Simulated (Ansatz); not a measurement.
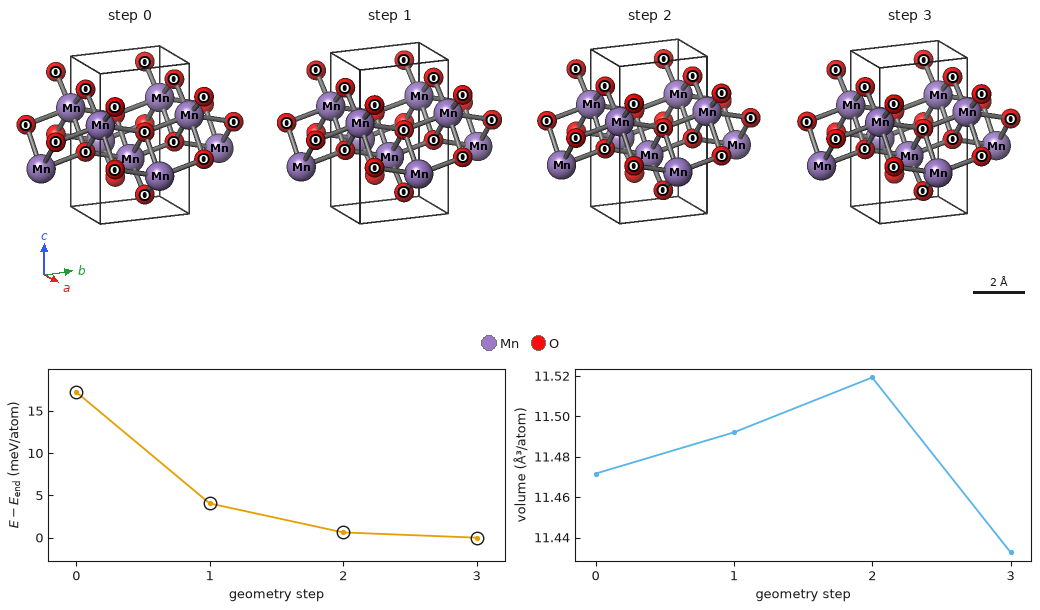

Frames of a relaxation of crystalline MnO₂ (set up in Pmmn), marked on the history of the run. The picture is a ball-and-stick view of the cell of the calculation, seen slightly off an axis.

Case: antiferromagnetic in the cell, signs +-.

Computed with DFT PBE, scalar-relativistic, plane waves, PAW (Ansatz 0.2.0). Set-up: plane-wave cutoff 420 eV; k-point mesh 12 × 10 × 6; occupations gaussian; smearing width 0.1 eV; collinear spin; cell and atoms relaxed; force threshold 0.01 eV/Å; at most 60 steps.

What happens along the run?

The run was cut off at its time limit before the relaxation converged, so the last structure is only a point on the way. Over 3 geometry steps the energy falls by 17.2 meV per atom. Largest force component: 0.81 eV/Å at the start, 0.027 eV/Å at the end. Pressure: −7.67 GPa at the start and 0.02 GPa at the end. The largest moves relative to the cell, 0.095 Å, are those of O atoms. By element the largest moves are O 0.095 Å, Mn 0.036 Å. The drawn cell changes as follows: a 2.904 → 2.842 Å (−2.1 %), b 3.845 → 3.778 Å (−1.7 %), c 6.164 → 6.389 Å (+3.7 %); the volume changes by −0.3 %. Among the contacts that change: Mn–O 1.982 → 1.946 Å, Mn–O 1.831 → 1.795 Å, Mn–O 2.051 → 2.040 Å. The space group stays Pmmn (No. 59). The run took 7.1 min on 1 thread of Arm Neoverse V2, with other jobs on the host, peak memory 0.83 GiB. From step 0 to 1: O atoms move most (0.06 Å), volume +0.2 %, energy −13.2 meV per atom. From step 1 to 2: O atoms move most (0.06 Å), volume +0.2 %, energy −3.4 meV per atom. From step 2 to 3: O atoms move most (0.02 Å), volume −0.8 %, energy −0.6 meV per atom.

| step | E − E(0), meV/atom | largest force component, eV/Å | pressure, GPa | volume, Å³/atom |
| --- | --- | --- | --- | --- |
| 0 | 0.00 | 0.8064 | -7.67 | 11.472 |
| 1 | -13.17 | 0.4287 | -3.67 | 11.492 |
| 2 | -16.61 | 0.0868 | 0.57 | 11.519 |
| 3 | -17.23 | 0.0271 | 0.02 | 11.433 |
